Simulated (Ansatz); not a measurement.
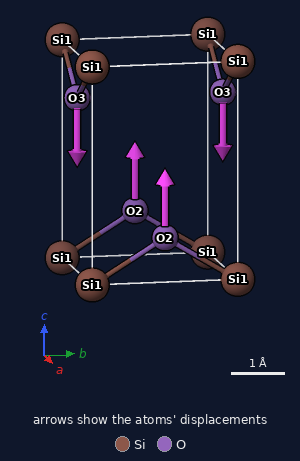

Lattice vibrations of solid SiO₂ (a generated structure), space group P-4m2 (No. 115), at the zone centre. The optical levels lie at 382 (×2), 606, 815, 891 (×2) cm⁻¹. One mode is drawn. Displacements are drawn as pink arrows; their common scale and sign are arbitrary. A ball-and-stick model of the cell of the calculation, seen slightly off an axis.

Method: Ansatz, DFT PBE+D3(BJ), scalar-relativistic, plane waves, PAW. (plane-wave cutoff 420 eV; k-point mesh 8 × 8 × 6; occupations fixed; no spin polarisation)

Frequencies are those without the non-analytic (LO–TO) term.

> To which level does it belong?

The level at 606 cm⁻¹. This is the A₁ mode, optical level 2 of 4, counted from below, Raman-active by symmetry. The Si atoms stay at rest; all motion is along c; atoms of one kind move against one another, with no net shift of their sublattice.
